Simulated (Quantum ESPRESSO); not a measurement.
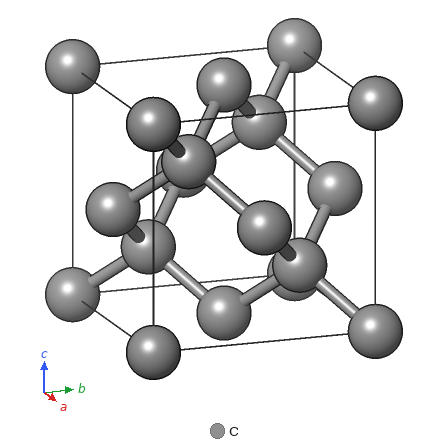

System: C, space group Fd-3m (No. 227). The picture shows the conventional cell.

Input of the run:
```
&CONTROL
  calculation = 'scf'
  prefix = 'pwscf'
  outdir = './tmp'
  pseudo_dir = './pseudo'
  tprnfor = .true.
  tstress = .true.
  disk_io = 'nowf'
/
&SYSTEM
  ibrav = 0
  nat = 2
  ntyp = 1
  ecutwfc = 82
  nbnd = 9
  occupations = 'smearing'
  smearing = 'fd'
  degauss = 0.00367493
  vdw_corr = 'grimme-d3'
  dftd3_version = 4
/
&ELECTRONS
  conv_thr = 4d-10
  electron_maxstep = 120
  mixing_beta = 0.5
/
ATOMIC_SPECIES
C     12.0110 C.upf
CELL_PARAMETERS angstrom
   0.0000000000    1.7833700000    1.7833700000
   1.7833700000    0.0000000000    1.7833700000
   1.7833700000    1.7833700000    0.0000000000
ATOMIC_POSITIONS crystal
C      0.7500000000    0.7500000000    0.7500000000
C      0.5000000000    0.5000000000    0.5000000000
K_POINTS automatic
13 13 13 0 0 0
```

Run as:
```bash
OMP_NUM_THREADS=1 pw.x -in pw.in > pw.out
```

How it was computed, with Quantum ESPRESSO 7.5: plane-wave DFT, no spin polarisation; energies at scaled volumes of the given cell, shape and fractions fixed, counted from the fit's minimum, third-order Birch-Murnaghan fit. Level: PBE with D3(BJ).

k mesh 13×13×13; occupations Fermi–Dirac; smearing width 0.05 eV; potentials PseudoDojo 0.4.1 SR PBE standard; wave cutoff 1116 eV; density cutoff 4463 eV.

Predict the energy and pressure against volume. The volume takes the values 5.3315, 5.4450, 5.5584, 5.6718, 5.7853, 5.8987, 6.0122 Å³/atom.

A third-order Birch–Murnaghan fit gives V0 = 5.64 Å³/atom, B0 = 441 GPa and B′ = 3.7. The energy is 25.26 meV/atom at volume 5.3315 Å³/atom and 30.63 meV/atom at 6.0122 Å³/atom; the lowest computed point is at volume 5.6718 Å³/atom (0.25 meV/atom), in a single well. The pressure falls from 27.24 GPa at volume 5.3315 Å³/atom to −25.24 GPa at 6.0122 Å³/atom, and changes sign near 5.64 Å³/atom.

```
volume (Å³/atom)  energy (meV/atom)  pressure (GPa)
          5.3315              25.26           27.24
          5.4450               9.76           16.30
          5.5584               1.64            6.36
          5.6718               0.25           -2.70
          5.7853               4.98          -10.93
          5.8987              15.27          -18.42
          6.0122              30.63          -25.24
```

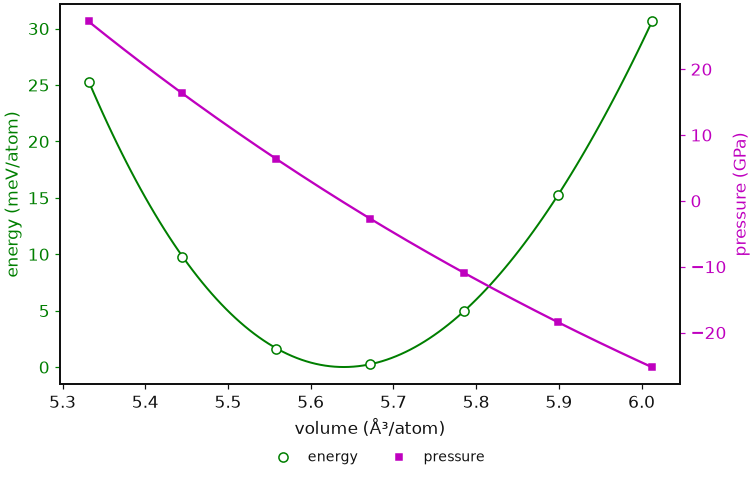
